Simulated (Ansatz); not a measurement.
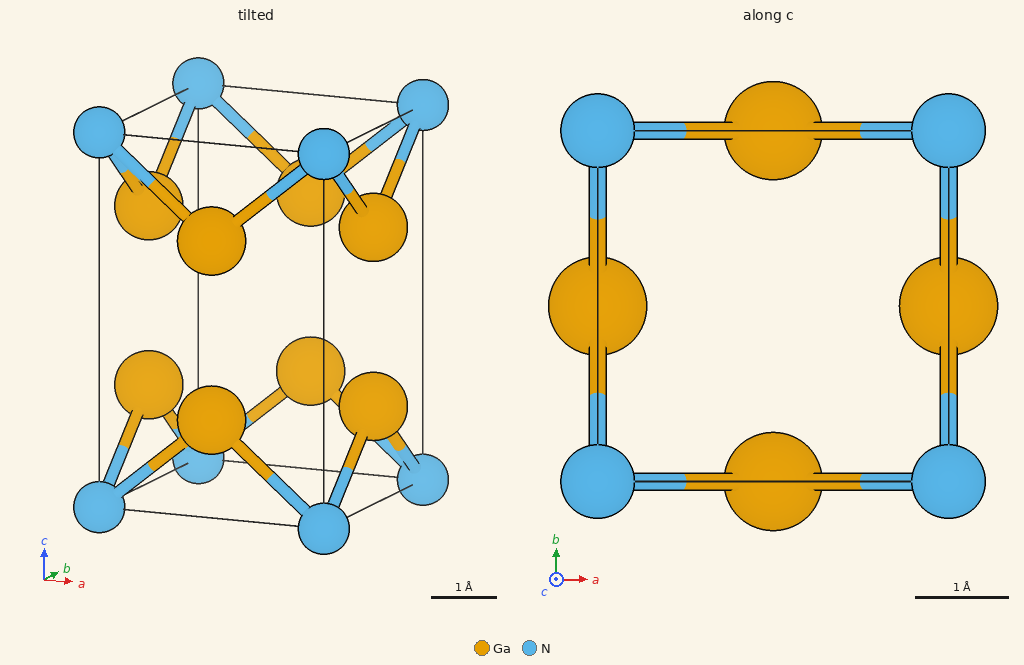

Shown here is a ball-and-stick view of the crystal, taken slightly off an axis and along the c axis. Atoms at the boundary of the conventional unit cell (the box) are drawn once for each face, edge or corner they touch. Cell: a = 3.78 Å, b = 3.78 Å, c = 5.92 Å, α = 90.00°, β = 90.00°, γ = 90.00°.

The model was built from a structure type filled with these elements by a generator (whether the compound takes this form wasn't checked). Earlier steps of the study may have refined or changed the cell and positions. It was run through Ansatz as a DFT input.

Give a description of the structure.

The compound is Ga4N. The lattice is primitive tetragonal and the space group P4/mmm (No. 123). Cell content 4 Ga, 1 N; Z = 1. The coordination shell of Ga holds two N in a bent arrangement at about 2.4 Å. N is coordinated by eight Ga in a distorted cubic arrangement at about 2.4 Å. Not all metal-metal contacts are counted. The bonds build Ga4N layers parallel to (001).

The numbers come from Ansatz 0.2.0, DFT PBE, scalar-relativistic, plane waves, PAW, using plane waves up to 420 eV, a 10×10×6 sampling of the Brillouin zone, Gaussian smearing of 0.1 eV, no spin polarisation.

Is the electronic structure metallic or gapped?

A metal: bands cross the Fermi level.

What net charge does each kind of atom have (Bader)?

Ga +0.31 e; N -1.25 e.

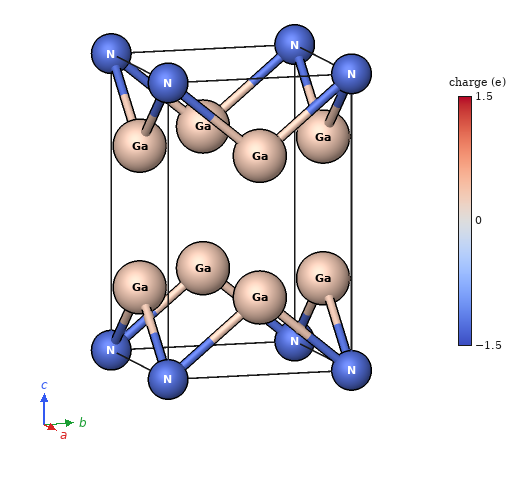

The atoms coloured by those charges. The run's cell of 5 atoms is drawn.

Do the forces and the stress vanish for this geometry?

Yes. All forces vanish to within 0.01 eV/Å. The pressure is 0.0 GPa, close to zero.
